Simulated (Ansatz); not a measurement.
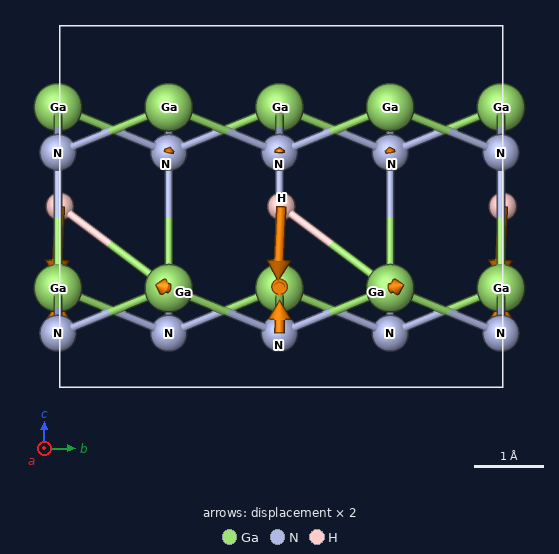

This is a relaxation of a defect cell of composition Ga₈HN₈ (cell charge +1). The starting structure is drawn; orange arrows show the displacements, 2 times their true length.

The picture is a ball-and-stick view of the larger cell on standard axes (2 times the calculation's cell) (origin shifted), seen along the a axis.

Case: H interstitial, charge +1, atoms relaxed. The atoms of the start lie slightly off their symmetric places, so part of the fall in energy undoes that.

Theory: DFT PBE, scalar-relativistic, plane waves, PAW (Ansatz 0.2.0).

Input file:
```yaml
crystal:
  lattice:
    - [4.5484769843, 0.0, 4.5484769843]
    - [0.0, -4.5484769843, 4.5484769843]
    - [4.5484769843, -4.5484769843, 0.0]
  atoms:
    - { symbol: Ga, position: [0.0, 0.5, 0.5] }
    - { symbol: Ga, position: [0.0, 0.0, 0.5] }
    - { symbol: Ga, position: [0.5, 0.5, 0.5] }
    - { symbol: Ga, position: [0.5, 0.0, 0.5] }
    - { symbol: Ga, position: [0.0, 0.5, 1.0] }
    - { symbol: Ga, position: [0.0, 0.0, 1.0] }
    - { symbol: Ga, position: [0.5, 0.5, 1.0] }
    - { symbol: Ga, position: [0.5, 0.0, 1.0] }
    - { symbol: "N", position: [0.125, 0.625, 0.125] }
    - { symbol: "N", position: [0.125, 0.125, 0.125] }
    - { symbol: "N", position: [0.625, 0.625, 0.125] }
    - { symbol: "N", position: [0.625, 0.125, 0.125] }
    - { symbol: "N", position: [0.125, 0.625, 0.625] }
    - { symbol: "N", position: [0.125, 0.125, 0.625] }
    - { symbol: "N", position: [0.625, 0.625, 0.625] }
    - { symbol: "N", position: [0.625, 0.125, 0.625] }
    - { symbol: H, position: [0.7510865066, 0.7319080257, 0.7427825528] }
total_charge: 1
basis:
  ecutwfc: 420
  xc_grid: 2
kpoints:
  mp_grid: { grid: [3, 3, 3], shift: [0.0, 0.0, 0.0] }
hamiltonian:
  xc: pbe
scf:
  occupations: { method: gaussian, width: 0.02 }
output:
  forces: true
  stress: false
  eigenvalues: true
  write_density: true
  write_potential: true
  elf: true
  volumetric_format: npy
relax:
  adjacent_minimum: "off"
  f_tol: 0.02
  max_steps: 60
```

Run as
```bash
ansatz run input.yaml --threads 4 --pin off --max-ram 10240MiB --backend cpu --events-out ev --progress --plain --runs-dir out
```

**Describe the change and its energy.**

The largest move is that of H17, 0.55 Å roughly along [−1 0 −3]. Largest moves by element: H 0.55 Å, N 0.25 Å, Ga 0.12 Å. The lattice vectors keep their values. Near-neighbour distances that change, for instance: N15–H17 1.843 → 1.046 Å, Ga3–N15 1.970 → 2.248 Å, Ga1–H17 2.161 → 2.068 Å, Ga1–N15 1.970 → 2.023 Å. New bonds form, among them: N15–H17 (1.84 → 1.05 Å). Among the angles between lasting bonds that change: N11–Ga7–N15 109.5° → 99.2°, Ga1–N15–Ga3 109.5° → 102.4°, Ga1–N14–Ga4 109.5° → 102.7°. Over 8 accepted moves (9 points after the start) the energy falls by 2.037 eV per cell of the calculation. The largest force component goes from 1.6 to 0.0026 eV/Å. 1 step only repeated the SCF at the same geometry.

Limits of the set-up: the periodic images lie only 6.4 Å apart, so the values are limited by the cell's size; the cell is charged, on a uniform background, and energies carry no finite-size correction.
